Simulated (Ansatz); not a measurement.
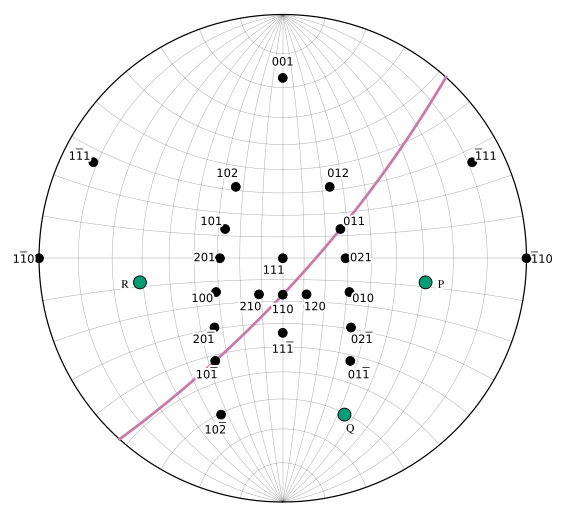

Crystal: Na, a calculation's input that goes back to an entry of the Crystallography Open Database (an earlier step may have relaxed or displaced it). Stereographic projection of plane normals (upper hemisphere) centred on (1 1 1). Geometry calculated from the standardised cell; symmetry tolerance 0.002 Å.

a = 3.767 Å, b = 3.767 Å, c = 6.154 Å, α = 90.00°, β = 90.00°, γ = 120.00°.

Index the poles marked P, Q, R.

Answer. P is (−1 2 0), in four indices (−1 2 −1 0), 61.4° from the centre; Q is (0 1 −2), in four indices (0 1 −1 −2), 69.2° from the centre; R is (2 −1 0), in four indices (2 −1 −1 0), 61.4° from the centre.

Which zone does the coloured great circle trace?

Answer. The zone [1 −1 1]: its poles satisfy h − k + l = 0.

What is the angle between the normals of (1 0 −1) and (0 1 1), and what are their d_hkl = 1/|g|?

Answer. 80.2°; d = 2.882 Å and 2.882 Å.
